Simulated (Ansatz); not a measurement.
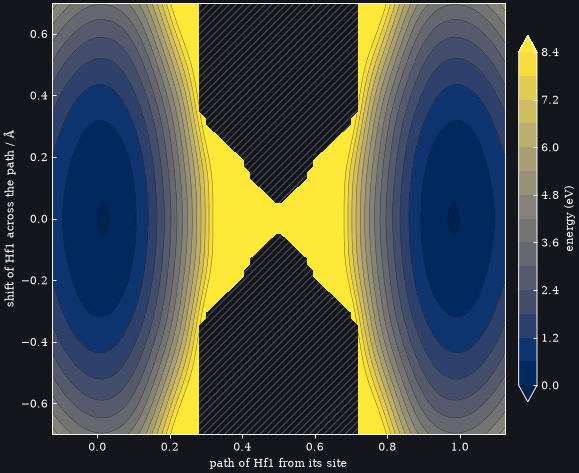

Energy landscape of HfS₂ (P-3m1 phase) with one Hf vacancy (11 atoms in the cell, cell charge −4). 
- An atom moved over a plane that holds its own site and a neighbouring vacancy (x along [1 −1 2], y along [1 3 2], z along [−1 0 0] of the conventional cell).
- Coordinates scanned: (1) path of Hf1 from its site (0) to the vacancy (1), 3.593 Å; (2) shift of Hf1 across the path, along the Cartesian direction [2 1 0].
- Nothing is relaxed (all other atoms held at the sites of the perfect crystal).
- The grid has 11 × 9 points; 18 points were computed and 61 follow by symmetry. At 20 points there is no value (left out of the scan, as a rule where atoms come close).
- Points are written as (first, second).
- Energies are in eV per cell, from the lowest grid point.
- The band gap closes in part of the range. The cell is charged on a uniform background, without a charge correction.
- All numbers below come from DFT PBEsol, scalar-relativistic, plane waves, PAW in Ansatz 0.2.0. Settings: cutoff 420 eV, k-mesh 4×4×4, gaussian smearing 0.05 eV, no spin polarisation.

In the figure: filled contours, one colour for all values above the top of the scale, hatched blanks where no value was computed. Between grid points the surface is interpolated. 

Summarise what can be read from the map.

Answer. The lowest grid point is at (0.000, 0.000 Å) [nearest 6 S at 2.53 Å]; the map holds 2 wells of about this depth. No other kind of well shows on this grid. The highest grid point, (0.500, 0.000 Å) [nearest 2 S at 1.78 Å], lies 15.2 eV above the lowest.

The input of one point:

```yaml
crystal:
  lattice:
    - [-1.7964133763, 3.1114792391, -5.9458943926]
    - [-1.7964133763, 3.1114792391, 5.9458943926]
    - [7.185653505, 0.0, 0.0]
  atoms:
    - { symbol: Hf, position: [0.0, 0.0, 0.5] }
    - { symbol: Hf, position: [0.5, 0.5, 0.0] }
    - { symbol: Hf, position: [0.0, 0.0, 0.0] }
    - { symbol: S, position: [0.7885426398, 0.5447906936, 0.3333333333] }
    - { symbol: S, position: [0.2885426398, 0.0447906936, 0.3333333333] }
    - { symbol: S, position: [0.7885426398, 0.5447906936, 0.8333333333] }
    - { symbol: S, position: [0.2885426398, 0.0447906936, 0.8333333333] }
    - { symbol: S, position: [0.2114573602, 0.4552093064, 0.1666666667] }
    - { symbol: S, position: [0.7114573602, 0.9552093064, 0.1666666667] }
    - { symbol: S, position: [0.2114573602, 0.4552093064, 0.6666666667] }
    - { symbol: S, position: [0.7114573602, 0.9552093064, 0.6666666667] }
total_charge: -4
basis:
  ecutwfc: 420
kpoints:
  mp_grid: { grid: [4, 4, 4] }
hamiltonian:
  xc: pbesol
scf:
  occupations: { method: gaussian, width: 0.05 }
output:
  forces: true
  stress: true
  eigenvalues: true
  write_density: true
  write_potential: true
  elf: true
  volumetric_format: npy
```

Time for the 18 points that were run: 5.4 min on 4 threads of Intel(R) Xeon(R) Platinum 8488C (Sapphire Rapids), on a shared host.
